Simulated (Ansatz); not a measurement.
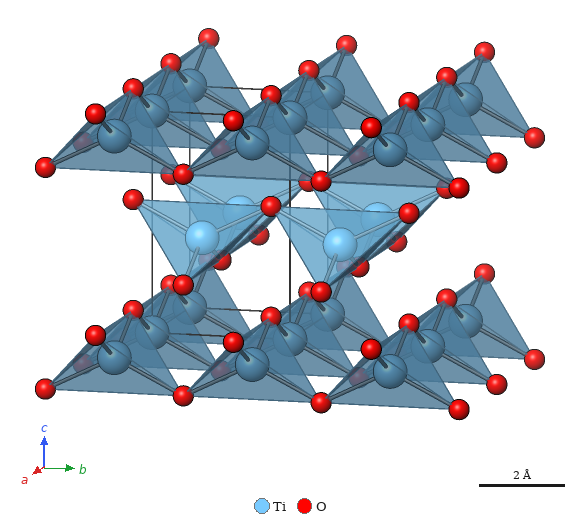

Crystalline TiO2 (built on the tetragonal host type), before the relaxation. The picture is a polyhedral view of the cell of the calculation, repeated 2 × 2 × 1 with one cell outlined, seen slightly off an axis.

Method: Ansatz 0.2.0, DFT, r2SCAN, plane waves, PAW.

The input:
```yaml
crystal:
  lattice:
    - [3.3885189007, 0.0, 0.0]
    - [0.0, 3.3885189007, 0.0]
    - [0.0, 0.0, 5.3419908032]
  atoms:
    - { symbol: Ti, position: [0.0, 0.0, 0.0] }
    - { symbol: Ti, position: [0.5, 0.5, 0.5] }
    - { symbol: O, position: [0.0, 0.5, 0.3431934238] }
    - { symbol: O, position: [0.0, 0.5, 0.8431934238] }
    - { symbol: O, position: [0.5, 0.0, 0.6568065762] }
    - { symbol: O, position: [0.5, 0.0, 0.1568065762] }
kpoints:
  mp_grid: { grid: [8, 8, 4] }
hamiltonian:
  xc: r2scan
scf:
  occupations: { method: fermi_dirac, width: 0.02 }
relax:
  f_tol: 0.005
  cell: {}
```

Run as
```bash
ansatz run input.yaml --threads 2 --pin off --max-ram 29491MiB --backend cpu --events-out ev --progress --plain --runs-dir out
```

> What does the optimiser find from here?

The largest moves relative to the cell, 0.030 Å, are those of O3, O4, O5 and O6. O4 goes along −c. Ti stays in place. The volume changes by −3.8 %, with a = b 3.389 → 3.367 Å (−0.6 %), c 5.342 → 5.205 Å (−2.6 %). Among the contacts that change: Ti1–O4 1.890 → 1.884 Å. The space group stays P4_2/nmc (No. 137). The energy falls by 6.1 meV per atom in 4 accepted moves (5 points after the start). The largest force component goes from 0.072 to 0.00047 eV/Å. Pressure: −5.57 GPa at the start and 0.01 GPa at the end. At 1 point the geometry stayed and the basis and grid were re-selected for the new cell (energy shift of 0.3 meV per atom at most each time). The run took 21 s on 2 threads of AMD EPYC 7R13 Processor (Zen 3), with other jobs on the host, peak memory 0.65 GiB.

Final geometry:

```
Ti O
1.0
     3.36716    0.00000    0.00000
     0.00000    3.36716    0.00000
     0.00000    0.00000    5.20516
Ti O
2 4
Direct
  0.00000 0.00000 0.00000
  0.50000 0.50000 0.50000
  0.00000 0.50000 0.33736
  0.00000 0.50000 0.83736
  0.50000 0.00000 0.66264
  0.50000 0.00000 0.16264
```

After the run, drawn alike:

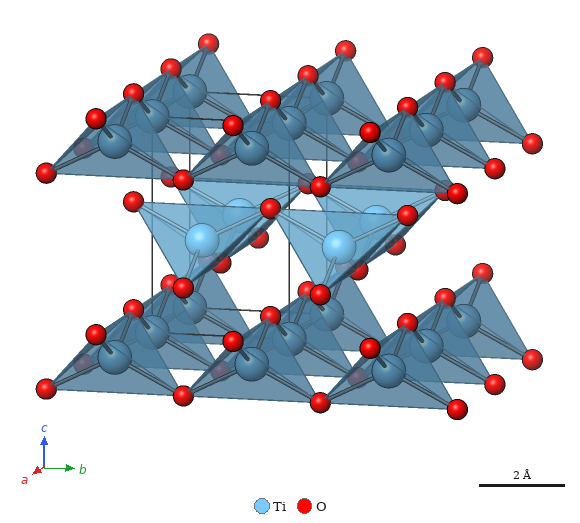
